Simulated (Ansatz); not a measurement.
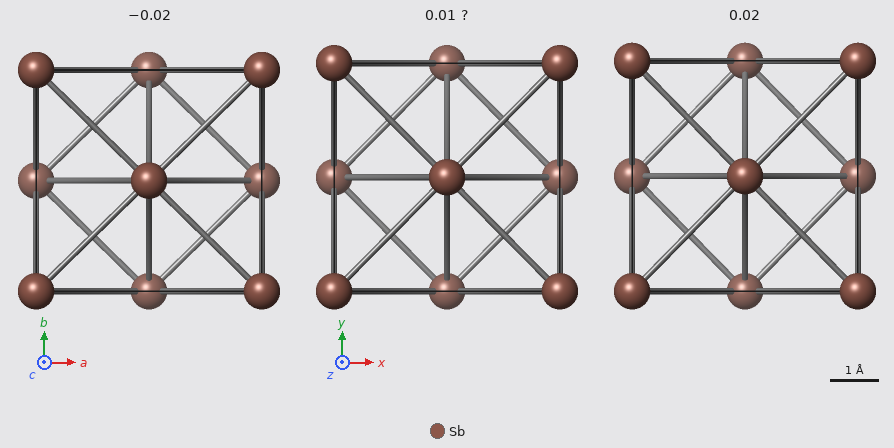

A scan of crystalline Sb (Fm-3m): the cell is strained along y alone, with the atoms kept at their fractional coordinates. x, y and z are the Cartesian axes of the input. The picture is a ball-and-stick view of the conventional cell (4 times the calculation's cell), seen along the c axis. Lengths and directions refer to the drawn axes.

All numbers below come from DFT PBE+D3(BJ), scalar-relativistic, plane waves, PAW (Ansatz). (plane-wave cutoff 420 eV; k-point mesh 18 × 18 × 18; occupations gaussian; smearing width 0.15 eV; no spin polarisation). Energies (free energies at the smearing named) are counted from the cell as listed in its source, which wasn't relaxed.

```
strain  ΔE (meV/atom)
−0.020           −2.6
−0.015           −2.3
−0.010           −1.7
 0.000            0.0
 0.005            1.2
 0.010              ?
 0.015            4.0
 0.020            5.8
```

Q: Estimate the missing energy from the other rows, and compare with the calculation.

A: A straight line between the two neighbours gives 2.6 meV/atom. A cubic through the four nearest rows (0.000, 0.005, 0.015, 0.020) gives, with Lagrange weights, (−0.1667)(0.0) + (0.6667)(1.2) + (0.6667)(4.0) + (−0.1667)(5.8) = 2.5 meV/atom. The calculation gives 2.5 meV/atom, so the cubic is right to the digits shown and the straight line 0.1 meV/atom too high.

The whole profile:

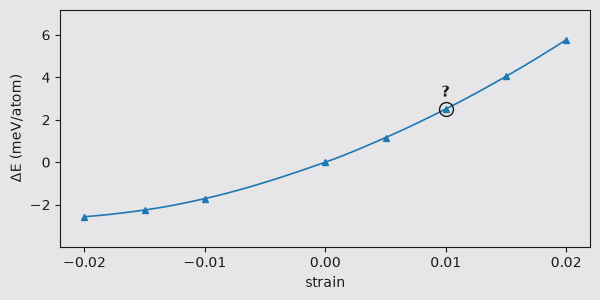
